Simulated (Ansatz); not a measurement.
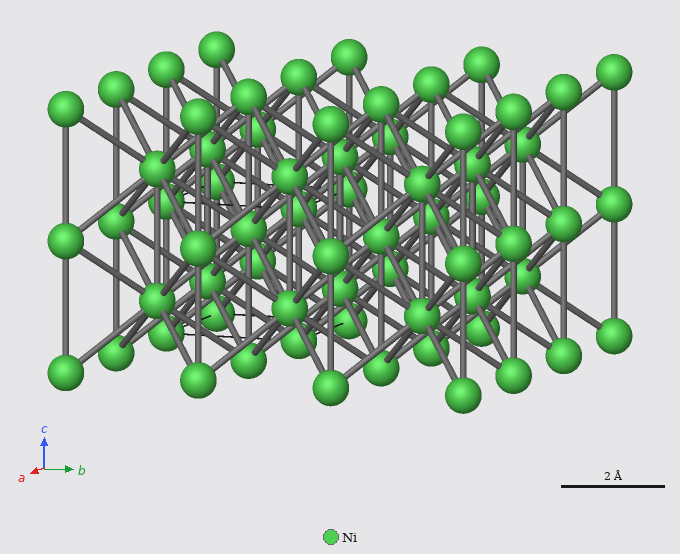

*The structure as given in the input (ball-and-stick view of the cell 2 times as large as that of the calculation, set on its symmetry axes, repeated 3 × 3 × 2, seen slightly off an axis). An atom can appear more than once, as a periodic image.*

Ni: geometry relaxation (part 1 of 2)

The run: geometry relaxation of Ni (I4/mmm, 1 atom in the cell). Method and program: DFT PBEsol, scalar-relativistic, plane waves, PAW, spin-polarised (Ansatz 0.2.0).

The structure was made by swapping elements on the sites of another compound; it need not be a known phase. It belongs to a series of runs on one base structure; here: Cu -> Ni on all its sites, cell and atoms relaxed. Figures and captions count atoms from 1; the log counts them from 0 in places.

What the program printed
```
Engine: ansatz 0.2.0, x86_64-unknown-linux-gnu
Pseudopotentials: kind: paw
Pseudopotential: Ni, paw, valence charge 18, recommended cutoff 420 eV (normal), Ni.paw.azcp
Functional definition: PBEsol
  exchange = pbesol_x
  correlation = pbesol_c
Crystal: 1 atoms, lattice volume = 10.020 Å³
Basis set: ecut = 420 eV, 193 PW (Γ), exchange–correlation on 32×32×32 points (8 copies of the dense FFT grid, shifted against one another)
Bands: 14, of which v1, the nominal top of the filled ones, is band 9 counted from 1 (8 counted from 0)
Symmetry: 16 space group operations
Space group: I4/mmm (ITA 139), of the structure as read, at distance tolerance 2.2e-5 Å
Magnetic group: BNS 139.531 (UNI 1191), of the structure as read, at distance tolerance 2.2e-5 Å
k-points: 102 of 1000
Non-local potential: Ni, projectors of the file, l = 0: 3, l = 1: 2, l = 2: 3, l = 3: 1
PAW form: soft (Blöchl's): semilocal exchange-correlation on the pseudo side does not see the compensation charge
PAW frozen core: Ni, regenerated for the run's functional, and the local potential with it (the file was generated under x = pbe(κ = 0.804, μ = 0.2195149727645171), c = pbe(β = 0.06672455060314922))
PAW one-centre angular grid: Ni, 590 points (default); XC on 64 Gauss nodes
Initial density: superposition of atomic densities (chi_scale 0.1, normalization cell)
Starting moments: Σ|m| = 0.45 μB on 1 of 1 site
Initial wavefunctions: pseudopotential atomic-orbital guess
Functional: x = pbesol(κ = 0.804, μ = 0.12345679012345678), c = pbesol(β = 0.046)
SCF iter   1: F=—  HF=-5804.053084 eV  |F-HF|=—  |Δ(HF+E_count)|=         —  Δρ=8.54e-2 (↑5.67e-2 ↓8.54e-2)  dr2=1.16e0  dr2_m=2.09e-2  M=0.462 μB ∫|m|=0.479 μB  β_m=0.30  ethr=3.10e-3  ⟨swp⟩=5.1  Hψ=14818  notcnv=0
Mixer restart at iter 1: flushing history
preconditioner: auto → none  [metal: Δε(μ)=0.005 eV  Ē_g=16.867 eV  σ=0.100 eV  W_gap=0.03  n_scr=0 (ndim 8)  ℏωp=37.1 eV  f_vac=0.000  D(μ)=2.31/eV (n_scr^D=46)]
SCF iter   2: F=—  HF=-5803.803862 eV  |F-HF|=—  |Δ(HF+E_count)|=   2.49e-1  Δρ=5.75e-2 (↑5.75e-2 ↓3.32e-2)  dr2=3.70e-1  dr2_m=1.83e-2  M=0.470 μB ∫|m|=0.495 μB  β_m=0.25  ethr=3.10e-3  ⟨swp⟩=3.2  Hψ=6750  notcnv=0  defer=122
SCF iter   3: F=—  HF=-5804.017735 eV  |F-HF|=—  |Δ(HF+E_count)|=   2.14e-1  Δρ=2.43e-2 (↑2.43e-2 ↓1.14e-2)  dr2=2.76e-2  dr2_m=1.36e-2  M=0.471 μB ∫|m|=0.497 μB  β_m=0.62  ethr=2.06e-3  ⟨swp⟩=2.8  Hψ=4919  notcnv=0  defer=128
SCF iter   4: F=—  HF=-5804.793009 eV  |F-HF|=—  |Δ(HF+E_count)|=         —  Δρ=2.29e-2 (↑2.29e-2 ↓1.41e-2)  dr2=7.81e-2  dr2_m=2.15e-3  M=0.479 μB ∫|m|=0.523 μB  β_m=0.62  ethr=1.53e-4  ⟨swp⟩=2.6  Hψ=5883  notcnv=0  defer=128
Mixer restart at iter 4: flushing history
SCF iter   5: F=—  HF=-5804.898165 eV  |F-HF|=—  |Δ(HF+E_count)|=   1.05e-1  Δρ=2.56e-2 (↑2.56e-2 ↓2.51e-2)  dr2=1.30e-1  dr2_m=5.65e-5  M=0.467 μB ∫|m|=0.513 μB  β_m=0.36  ethr=1.53e-4  ⟨swp⟩=2.6  Hψ=6800  notcnv=0  defer=132
SCF iter   6: F=—  HF=-5804.842375 eV  |F-HF|=—  |Δ(HF+E_count)|=   5.58e-2  Δρ=2.48e-3 (↑1.52e-3 ↓2.48e-3)  dr2=6.76e-4  dr2_m=1.77e-4  M=0.460 μB ∫|m|=0.506 μB  β_m=0.57  ethr=1.53e-4  ⟨swp⟩=2.6  Hψ=5841  notcnv=0  defer=109
SCF iter   7: F=—  HF=-5804.858506 eV  |F-HF|=—  |Δ(HF+E_count)|=   1.61e-2  Δρ=8.45e-3 (↑2.07e-3 ↓8.45e-3)  dr2=3.04e-3  dr2_m=2.30e-3  M=0.429 μB ∫|m|=0.478 μB  β_m=0.18  ethr=3.75e-6  ⟨swp⟩=1.8  Hψ=4320  notcnv=0  defer=115
SCF iter   8: F=—  HF=-5804.851420 eV  |F-HF|=—  |Δ(HF+E_count)|=   7.09e-3  Δρ=3.16e-3 (↑1.56e-3 ↓3.16e-3)  dr2=1.30e-3  dr2_m=1.43e-4  M=0.431 μB ∫|m|=0.478 μB  β_m=0.21  ethr=3.75e-6  ⟨swp⟩=1.0  Hψ=2915  notcnv=0  defer=106
SCF iter   9: F=—  HF=-5804.854222 eV  |F-HF|=—  |Δ(HF+E_count)|=   2.80e-3  Δρ=2.69e-3 (↑2.69e-3 ↓1.57e-3)  dr2=1.28e-4  dr2_m=4.03e-4  M=0.402 μB ∫|m|=0.447 μB  β_m=0.69  ethr=3.75e-6  ⟨swp⟩=1.5  Hψ=3361  notcnv=0  defer=94
SCF iter  10: F=—  HF=-5804.861061 eV  |F-HF|=—  |Δ(HF+E_count)|=   6.84e-3  Δρ=1.72e-3 (↑1.72e-3 ↓8.75e-4)  dr2=4.62e-5  dr2_m=1.51e-4  M=0.384 μB ∫|m|=0.431 μB  β_m=0.71  ethr=7.10e-7  ⟨swp⟩=2.1  Hψ=4510  notcnv=0  defer=105
SCF iter  11: F=—  HF=-5804.861131 eV  |F-HF|=—  |Δ(HF+E_count)|=   7.00e-5  Δρ=1.16e-4 (↑1.16e-4 ↓6.53e-5)  dr2=5.49e-7  dr2_m=5.63e-7  M=0.387 μB ∫|m|=0.433 μB  β_m=0.86  ethr=2.57e-7  ⟨swp⟩=2.3  Hψ=3999  notcnv=0  defer=107
SCF iter  12: F=—  HF=-5804.861131 eV  |F-HF|=—  |Δ(HF+E_count)|=   3.09e-7  Δρ=4.23e-5 (↑1.54e-5 ↓4.23e-5)  dr2=1.88e-7  dr2_m=1.77e-8  M=0.387 μB ∫|m|=0.433 μB  β_m=0.93  ethr=3.05e-9  ⟨swp⟩=1.9  Hψ=3870  notcnv=0  defer=106
SCF iter  13: F=—  HF=-5804.861131 eV  |F-HF|=—  |Δ(HF+E_count)|=   3.08e-8  Δρ=7.72e-6 (↑7.72e-6 ↓4.41e-6)  dr2=8.17e-9  dr2_m=3.48e-10  M=0.387 μB ∫|m|=0.433 μB  β_m=0.96  ethr=1.05e-9  ⟨swp⟩=2.3  Hψ=3839  notcnv=0  defer=106
SCF iter  14: F=-5804.861131 eV  HF=-5804.861131 eV  |F-HF|=9.51e-10  |Δ(HF+E_count)|=  8.93e-10  Δρ=2.82e-6 (↑2.82e-6 ↓1.71e-6)  dr2=1.19e-9  dr2_m=2.97e-11  M=0.387 μB ∫|m|=0.433 μB  ethr=4.54e-11  ⟨swp⟩=4.2  Hψ=10187  notcnv=0
SCF 1 converged in 14 iterations: F = -5804.861131 eV  dr2 = 1.19e-9
  greatest PAW one-centre occupation: 1.001 electrons in one spin orbital (limit 2), on the Ni atom at site 0 (counted from 0), in its partial waves of l = 1
relax step   1: F+E_penalty+E_count = -5804.86113115 eV  Δ(F+E_penalty+E_count) = +0.000e0 eV  max|allowed force component| = 0.000e0 eV/Å  Δτ_max = 0.0000 Å  P = +10.008 GPa  Ω = 10.020 Å³  (14 SCF iters, dr2 threshold 1.00e-7 eV, accepted)
Crystal: 1 atoms, lattice volume = 10.210 Å³
Initial density: handed on by an earlier stage of this run
Starting moments: Σ|m| = 0.45 μB on 1 of 1 site; this step starts from the density that it was given
Initial wavefunctions: those handed on with the density
iter 1 solved again at ethr=2.01e-5 eV; its pass at ethr=3.10e-3 eV (dr2=3.61e-3 eV) is discarded
SCF iter   1: F=—  HF=-5804.871863 eV  |F-HF|=—  |Δ(HF+E_count)|=         —  Δρ=1.01e-2 (↑1.01e-2 ↓3.24e-3)  dr2=3.55e-3  dr2_m=3.83e-3  M=0.423 μB ∫|m|=0.473 μB  β_m=0.65  ethr=2.01e-5  ⟨swp⟩=1.5  Hψ=17958  notcnv=0
preconditioner: auto → none  [metal: Δε(μ)=0.007 eV  Ē_g=17.620 eV  σ=0.100 eV  W_gap=0.04  n_scr=0 (ndim 8)  ℏωp=36.7 eV  f_vac=0.000  D(μ)=1.64/eV (n_scr^D=18)]
SCF iter   2: F=—  HF=-5804.873979 eV  |F-HF|=—  |Δ(HF+E_count)|=   2.12e-3  Δρ=1.05e-2 (↑3.28e-3 ↓1.05e-2)  dr2=9.66e-3  dr2_m=1.41e-3  M=0.432 μB ∫|m|=0.482 μB  β_m=0.40  ethr=1.97e-5  ⟨swp⟩=2.1  Hψ=5494  notcnv=0
SCF iter   3: F=—  HF=-5804.871422 eV  |F-HF|=—  |Δ(HF+E_count)|=   2.56e-3  Δρ=6.98e-3 (↑6.98e-3 ↓4.11e-3)  dr2=5.40e-4  dr2_m=2.82e-3  M=0.443 μB ∫|m|=0.493 μB  β_m=0.16  ethr=1.97e-5  ⟨swp⟩=2.3  Hψ=5454  notcnv=0
SCF iter   4: F=—  HF=-5804.871375 eV  |F-HF|=—  |Δ(HF+E_count)|=   4.71e-5  Δρ=3.46e-3 (↑3.31e-3 ↓3.46e-3)  dr2=4.63e-6  dr2_m=1.06e-3  M=0.449 μB ∫|m|=0.500 μB  β_m=0.51  ethr=3.00e-6  ⟨swp⟩=1.5  Hψ=3606  notcnv=0
SCF iter   5: F=—  HF=-5804.871808 eV  |F-HF|=—  |Δ(HF+E_count)|=   4.33e-4  Δρ=2.68e-3 (↑2.46e-3 ↓2.68e-3)  dr2=7.29e-6  dr2_m=6.11e-4  M=0.477 μB ∫|m|=0.529 μB  β_m=0.51  ethr=2.57e-8  ⟨swp⟩=2.7  Hψ=5184  notcnv=0
SCF iter   6: F=—  HF=-5804.871854 eV  |F-HF|=—  |Δ(HF+E_count)|=   4.64e-5  Δρ=1.39e-3 (↑1.39e-3 ↓1.12e-3)  dr2=5.85e-6  dr2_m=1.46e-4  M=0.506 μB ∫|m|=0.560 μB  β_m=0.76  ethr=2.57e-8  ⟨swp⟩=2.6  Hψ=5278  notcnv=0
SCF iter   7: F=—  HF=-5804.871774 eV  |F-HF|=—  |Δ(HF+E_count)|=   8.00e-5  Δρ=1.07e-3 (↑3.50e-4 ↓1.07e-3)  dr2=3.44e-5  dr2_m=4.52e-5  M=0.523 μB ∫|m|=0.578 μB  β_m=0.88  ethr=2.57e-8  ⟨swp⟩=2.2  Hψ=4765  notcnv=0
SCF iter   8: F=—  HF=-5804.871848 eV  |F-HF|=—  |Δ(HF+E_count)|=   7.41e-5  Δρ=3.29e-4 (↑1.75e-4 ↓3.29e-4)  dr2=1.47e-5  dr2_m=6.35e-7  M=0.514 μB ∫|m|=0.569 μB  β_m=0.94  ethr=2.57e-8  ⟨swp⟩=2.4  Hψ=4665  notcnv=0
SCF iter   9: F=—  HF=-5804.871860 eV  |F-HF|=—  |Δ(HF+E_count)|=   1.18e-5  Δρ=4.00e-4 (↑1.80e-4 ↓4.00e-4)  dr2=3.22e-6  dr2_m=7.70e-6  M=0.511 μB ∫|m|=0.566 μB  β_m=0.97  ethr=2.57e-8  ⟨swp⟩=2.1  Hψ=3922  notcnv=0
SCF iter  10: F=—  HF=-5804.871863 eV  |F-HF|=—  |Δ(HF+E_count)|=   2.57e-6  Δρ=1.05e-4 (↑7.81e-5 ↓1.05e-4)  dr2=4.98e-8  dr2_m=7.76e-7  M=0.506 μB ∫|m|=0.561 μB  β_m=0.88  ethr=1.79e-8  ⟨swp⟩=1.5  Hψ=3759  notcnv=0
SCF iter  11: F=—  HF=-5804.871863 eV  |F-HF|=—  |Δ(HF+E_count)|=   1.40e-7  Δρ=3.52e-5 (↑3.22e-5 ↓3.52e-5)  dr2=1.96e-9  dr2_m=1.04e-7  M=0.507 μB ∫|m|=0.562 μB  β_m=0.70  ethr=2.77e-10  ⟨swp⟩=2.1  Hψ=4234  notcnv=0
SCF iter  12: F=-5804.871863 eV  HF=-5804.871863 eV  |F-HF|=1.82e-10  |Δ(HF+E_count)|=   1.29e-9  Δρ=5.66e-6 (↑2.99e-6 ↓5.66e-6)  dr2=4.33e-10  dr2_m=1.48e-9  M=0.507 μB ∫|m|=0.562 μB  ethr=1.09e-11  ⟨swp⟩=2.0  Hψ=9073  notcnv=0
SCF 2 converged in 12 iterations: F = -5804.871863 eV  dr2 = 4.33e-10
relax step   2: F+E_penalty+E_count = -5804.87186272 eV  Δ(F+E_penalty+E_count) = -1.073e-2 eV  max|allowed force component| = 0.000e0 eV/Å  Δτ_max = 0.0000 Å  P = +5.782 GPa  Ω = 10.210 Å³  energy of the carried Pulay correction = -7.859e-5 eV  (12 SCF iters, dr2 threshold 1.00e-7 eV, accepted)
Crystal: 1 atoms, lattice volume = 10.679 Å³
Basis set: ecut = 420 eV, 201 PW (Γ), exchange–correlation on 32×32×32 points (8 copies of the dense FFT grid, shifted against one another)
iter 1 solved again at ethr=5.79e-5 eV; its pass at ethr=3.10e-3 eV (dr2=1.04e-2 eV) is discarded
SCF iter   1: F=—  HF=-5804.889560 eV  |F-HF|=—  |Δ(HF+E_count)|=         —  Δρ=2.47e-2 (↑2.47e-2 ↓1.46e-2)  dr2=1.17e-2  dr2_m=3.43e-2  M=0.620 μB ∫|m|=0.681 μB  β_m=0.30  ethr=5.79e-5  ⟨swp⟩=1.9  Hψ=21372  notcnv=0
preconditioner: auto → none  [metal: Δε(μ)=0.013 eV  Ē_g=17.148 eV  σ=0.100 eV  W_gap=0.07  n_scr=0 (ndim 8)  ℏωp=35.9 eV  f_vac=0.000  D(μ)=1.30/eV (n_scr^D=16)]
SCF iter   2: F=—  HF=-5804.885406 eV  |F-HF|=—  |Δ(HF+E_count)|=   4.15e-3  Δρ=1.88e-2 (↑1.23e-2 ↓1.88e-2)  dr2=2.27e-3  dr2_m=2.28e-2  M=0.632 μB ∫|m|=0.694 μB  β_m=0.52  ethr=5.79e-5  ⟨swp⟩=2.2  Hψ=4544  notcnv=0
SCF iter   3: F=—  HF=-5804.888111 eV  |F-HF|=—  |Δ(HF+E_count)|=   2.70e-3  Δρ=1.25e-2 (↑1.25e-2 ↓5.46e-3)  dr2=4.12e-3  dr2_m=7.16e-3  M=0.638 μB ∫|m|=0.702 μB  β_m=0.70  ethr=1.26e-5  ⟨swp⟩=2.0  Hψ=5410  notcnv=0
SCF iter   4: F=—  HF=-5804.887189 eV  |F-HF|=—  |Δ(HF+E_count)|=   9.22e-4  Δρ=1.60e-3 (↑1.60e-3 ↓1.16e-3)  dr2=4.67e-4  dr2_m=8.27e-6  M=0.651 μB ∫|m|=0.718 μB  β_m=0.75  ethr=1.26e-5  ⟨swp⟩=1.8  Hψ=4071  notcnv=0
SCF iter   5: F=—  HF=-5804.887075 eV  |F-HF|=—  |Δ(HF+E_count)|=   1.14e-4  Δρ=3.76e-4 (↑5.80e-5 ↓3.76e-4)  dr2=6.70e-6  dr2_m=4.40e-6  M=0.650 μB ∫|m|=0.717 μB  β_m=0.87  ethr=2.60e-6  ⟨swp⟩=1.3  Hψ=3202  notcnv=0
SCF iter   6: F=—  HF=-5804.887075 eV  |F-HF|=—  |Δ(HF+E_count)|=   3.20e-7  Δρ=5.55e-5 (↑2.95e-5 ↓5.55e-5)  dr2=4.13e-7  dr2_m=2.36e-8  M=0.651 μB ∫|m|=0.717 μB  β_m=0.93  ethr=3.72e-8  ⟨swp⟩=2.1  Hψ=4444  notcnv=0
SCF iter   7: F=—  HF=-5804.887074 eV  |F-HF|=—  |Δ(HF+E_count)|=   6.48e-8  Δρ=1.34e-5 (↑1.34e-5 ↓8.09e-6)  dr2=1.68e-8  dr2_m=3.71e-9  M=0.651 μB ∫|m|=0.717 μB  β_m=0.93  ethr=2.30e-9  ⟨swp⟩=1.2  Hψ=2931  notcnv=0
SCF iter   8: F=-5804.887074 eV  HF=-5804.887074 eV  |F-HF|=4.14e-10  |Δ(HF+E_count)|=   4.68e-9  Δρ=2.21e-6 (↑7.12e-7 ↓2.21e-6)  dr2=3.23e-10  dr2_m=1.18e-10  M=0.651 μB ∫|m|=0.717 μB  ethr=9.31e-11  ⟨swp⟩=2.5  Hψ=9594  notcnv=0
SCF 3 converged in 8 iterations: F = -5804.887074 eV  dr2 = 3.23e-10
relax step   3: F+E_penalty+E_count = -5804.88707445 eV  Δ(F+E_penalty+E_count) = -1.521e-2 eV  max|allowed force component| = 0.000e0 eV/Å  Δτ_max = 0.0000 Å  P = -3.817 GPa  Ω = 10.679 Å³  energy of the carried Pulay correction = -2.643e-4 eV  (8 SCF iters, dr2 threshold 1.00e-7 eV, accepted)
Crystal: 1 atoms, lattice volume = 10.634 Å³
iter 1 solved again at ethr=1.18e-6 eV; its pass at ethr=3.10e-3 eV (dr2=2.12e-4 eV) is discarded
SCF iter   1: F=—  HF=-5804.890299 eV  |F-HF|=—  |Δ(HF+E_count)|=         —  Δρ=2.23e-3 (↑5.35e-4 ↓2.23e-3)  dr2=2.11e-4  dr2_m=1.32e-4  M=0.654 μB ∫|m|=0.721 μB  β_m=0.65  ethr=1.18e-6  ⟨swp⟩=2.3  Hψ=21048  notcnv=0
preconditioner: auto → none  [metal: Δε(μ)=0.033 eV  Ē_g=17.124 eV  σ=0.100 eV  W_gap=0.18  n_scr=0 (ndim 8)  ℏωp=36.0 eV  f_vac=0.000  D(μ)=1.04/eV (n_scr^D=12)]
SCF iter   2: F=—  HF=-5804.890373 eV  |F-HF|=—  |Δ(HF+E_count)|=   7.41e-5  Δρ=1.67e-3 (↑1.67e-3 ↓1.21e-3)  dr2=4.20e-4  dr2_m=1.82e-5  M=0.654 μB ∫|m|=0.721 μB  β_m=0.37  ethr=1.17e-6  ⟨swp⟩=2.2  Hψ=4529  notcnv=0
SCF iter   3: F=—  HF=-5804.890248 eV  |F-HF|=—  |Δ(HF+E_count)|=   1.25e-4  Δρ=8.56e-4 (↑2.30e-4 ↓8.56e-4)  dr2=2.02e-5  dr2_m=2.38e-5  M=0.654 μB ∫|m|=0.721 μB  β_m=0.43  ethr=1.17e-6  ⟨swp⟩=2.8  Hψ=4673  notcnv=0
SCF iter   4: F=—  HF=-5804.890252 eV  |F-HF|=—  |Δ(HF+E_count)|=   3.13e-6  Δρ=1.43e-4 (↑9.65e-5 ↓1.43e-4)  dr2=2.93e-7  dr2_m=1.14e-6  M=0.654 μB ∫|m|=0.721 μB  β_m=0.67  ethr=1.12e-7  ⟨swp⟩=1.4  Hψ=3035  notcnv=0
SCF iter   5: F=—  HF=-5804.890257 eV  |F-HF|=—  |Δ(HF+E_count)|=   5.71e-6  Δρ=6.33e-5 (↑4.23e-5 ↓6.33e-5)  dr2=6.75e-7  dr2_m=2.00e-8  M=0.654 μB ∫|m|=0.721 μB  β_m=0.84  ethr=1.63e-9  ⟨swp⟩=2.0  Hψ=4519  notcnv=0
SCF iter   6: F=—  HF=-5804.890258 eV  |F-HF|=—  |Δ(HF+E_count)|=   1.13e-6  Δρ=3.75e-5 (↑1.79e-5 ↓3.75e-5)  dr2=1.87e-7  dr2_m=1.03e-8  M=0.654 μB ∫|m|=0.721 μB  β_m=0.92  ethr=1.63e-9  ⟨swp⟩=2.1  Hψ=3961  notcnv=0
SCF iter   7: F=—  HF=-5804.890259 eV  |F-HF|=—  |Δ(HF+E_count)|=   2.25e-7  Δρ=4.01e-6 (↑1.12e-6 ↓4.01e-6)  dr2=7.88e-10  dr2_m=5.60e-10  M=0.654 μB ∫|m|=0.721 μB  β_m=0.96  ethr=1.04e-9  ⟨swp⟩=2.4  Hψ=4284  notcnv=0
SCF iter   8: F=-5804.890259 eV  HF=-5804.890259 eV  |F-HF|=1.01e-9  |Δ(HF+E_count)|=   2.96e-9  Δρ=2.51e-6 (↑1.94e-6 ↓2.51e-6)  dr2=1.20e-9  dr2_m=1.09e-11  M=0.654 μB ∫|m|=0.721 μB  ethr=4.38e-12  ⟨swp⟩=1.9  Hψ=8960  notcnv=0
SCF 4 converged in 8 iterations: F = -5804.890259 eV  dr2 = 1.20e-9
relax step   4: F+E_penalty+E_count = -5804.89025864 eV  Δ(F+E_penalty+E_count) = -3.184e-3 eV  max|allowed force component| = 0.000e0 eV/Å  Δτ_max = 0.0000 Å  P = -2.849 GPa  Ω = 10.634 Å³  energy of the carried Pulay correction = -2.445e-4 eV  (8 SCF iters, dr2 threshold 1.00e-7 eV, accepted)
Crystal: 1 atoms, lattice volume = 10.473 Å³
iter 1 solved again at ethr=1.24e-5 eV; its pass at ethr=3.10e-3 eV (dr2=2.23e-3 eV) is discarded
```
